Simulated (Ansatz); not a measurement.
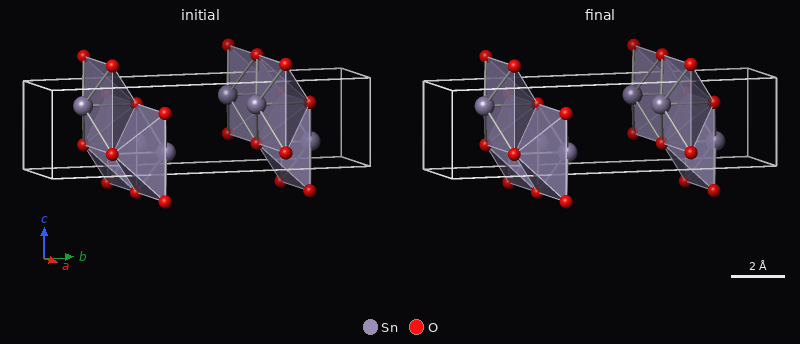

The structure of crystalline SnO (built on the TlCl-63 type type) before (left) and after (right) a relaxation, at one scale.

Style: polyhedral. Shown: the conventional cell (2 times the calculation's cell), slightly off an axis. Lengths and directions refer to the drawn axes.

All numbers below come from DFT, r2SCAN+rVV10, plane waves, PAW in Ansatz. (plane-wave cutoff 500 eV; k-point mesh 8 × 8 × 8; occupations fermi dirac; smearing width 0.03 eV; no spin polarisation; cell and atoms relaxed; force threshold 0.01 eV/Å; at most 120 steps)

**What changed between the two?**

Over 4 accepted moves (5 points after the start) the energy falls by 6.7 meV per cell of the calculation. The largest force component goes from 0.22 to 0.0011 eV/Å. Pressure: −0.52 GPa at the start and 0.00 GPa at the end. At 1 point the geometry stayed and the basis and grid were re-selected for the new cell (energy shift of 0.2 meV per cell of the calculation at most each time). The largest moves relative to the cell, 0.035 Å, are those of O atoms. Largest moves by element: O 0.035 Å, Sn 0.025 Å. The drawn cell changes as follows: a 3.332 → 3.319 Å (−0.4 %), b 12.695 → 12.952 Å (+2.0 %), c 3.362 → 3.353 Å (−0.3 %); the volume changes by +1.4 %. Among the contacts that change: O–Sn 2.131 → 2.114 Å. The space group stays Cmcm (No. 63).
